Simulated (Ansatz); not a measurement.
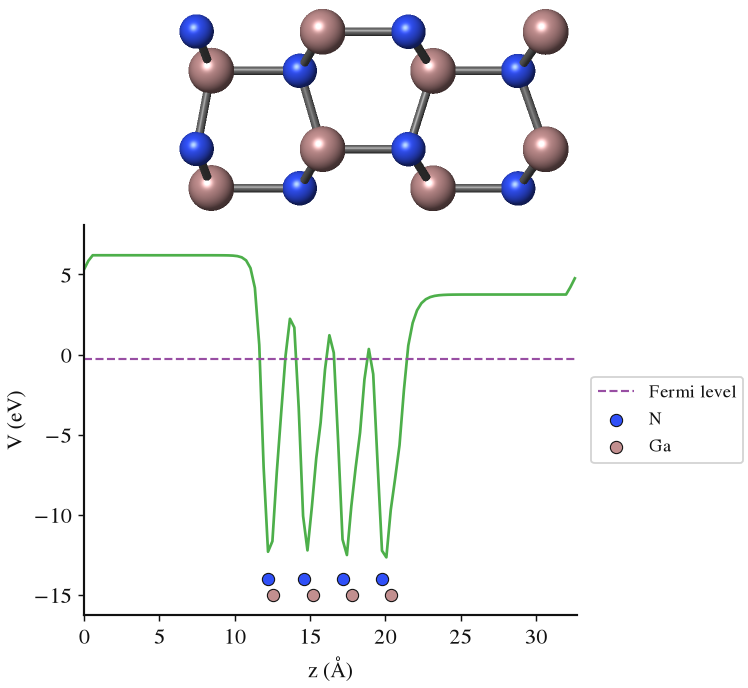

Plane-averaged electrostatic potential energy of an electron across the slab; circles at the bottom mark the heights of the atoms. The structure is drawn too.

System: GaN (slab), 8 atoms in the cell.

```
N Ga
1.0
     3.18258    0.00000    0.00000
    -1.59129    2.75619    0.00000
     0.00000    0.00000   32.73094
N Ga
4 4
Cartesian
  1.2626 1.1085 7.8730
  -0.3365 2.0318 10.2925
  1.2514 1.1150 12.8437
  -0.3441 2.0361 15.4191
  -0.3288 2.0273 8.2178
  1.2548 1.1130 10.8309
  -0.3399 2.0337 13.4244
  1.2472 1.1174 16.0665
```

Level of theory: DFT PBEsol, scalar-relativistic, plane waves, PAW, no spin polarisation, 12×12×1 k mesh, 420 eV cutoff, Gaussian smearing of 0.1 eV; code Ansatz.

Q: What is the work function?

A: The work function is 4.04 eV at the right face and 6.49 eV at the left.

Q: Do the two faces differ, and what does that say about the slab's dipole?

A: The vacuum level is 2.45 eV higher at the left than at the right, so the slab carries a dipole along its normal; the ramp in the vacuum, at or near the edge of the plot, is the dipole correction that keeps each side flat.

Q: How thick are slab and vacuum?

A: The outermost atoms are 8.2 Å apart, which leaves 24.5 Å of vacuum in a cell 32.7 Å high.

The atoms aren't at rest in this cell (largest force 0.9 eV/Å), so the relaxed material can differ.
